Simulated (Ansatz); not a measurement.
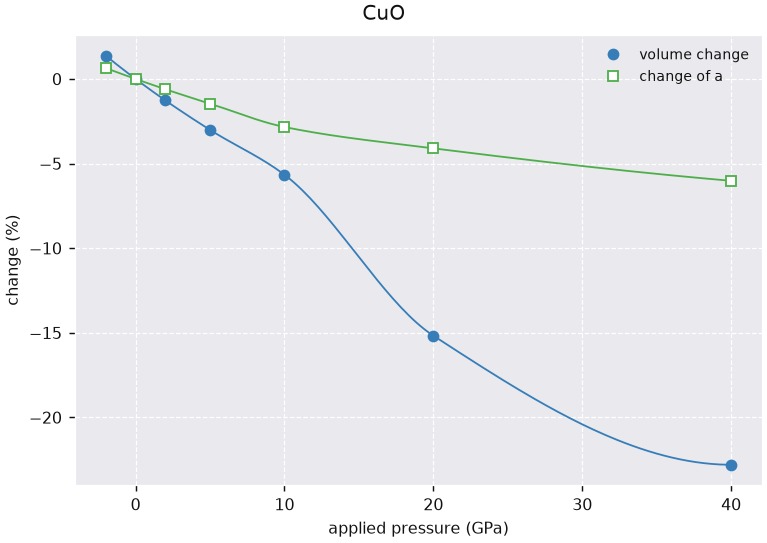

The figure shows the volume change and change of a against applied pressure for CuO, space group Cccm (No. 66).

Cell as given: a = 2.894 Å, b = 2.894 Å, c = 5.092 Å, α = 90.00°, β = 90.00°, γ = 90.22°; 4 atoms.

Method: volume, enthalpy and cell of a crystal along a series of hydrostatic pressures at zero temperature, keeping its symmetry; changes are against the given cell; the k mesh follows the cell and the gap; plane waves with PAW datasets, Γ-centred k mesh (Ansatz 0.2.0). Level: PBEsol, no spin polarisation.

wave cutoff 420 eV; occupations Gaussian; k mesh at zero pressure 14×14×8; smearing width at zero pressure 0.1 eV.

The change of b equals the change of a.

Q: What does the volume change do across the range?

A: It falls from 1.37 % at applied pressure −2 GPa to −22.80 % at 40 GPa.

Q: How does the change of a vary with applied pressure?

A: It falls from 0.64 % at applied pressure −2 GPa to −6.02 % at 40 GPa.

Note: no spin polarisation, a magnetic state may lie lower.

The computed values:

```json
{"applied pressure (GPa)": "-2", "volume change (%)": "1.37", "change of a (%)": "0.64"}
{"applied pressure (GPa)": "0", "volume change (%)": "0.00", "change of a (%)": "0.00"}
{"applied pressure (GPa)": "2", "volume change (%)": "-1.27", "change of a (%)": "-0.61"}
{"applied pressure (GPa)": "5", "volume change (%)": "-3.01", "change of a (%)": "-1.46"}
{"applied pressure (GPa)": "10", "volume change (%)": "-5.66", "change of a (%)": "-2.84"}
{"applied pressure (GPa)": "20", "volume change (%)": "-15.17", "change of a (%)": "-4.10"}
{"applied pressure (GPa)": "40", "volume change (%)": "-22.80", "change of a (%)": "-6.02"}
```
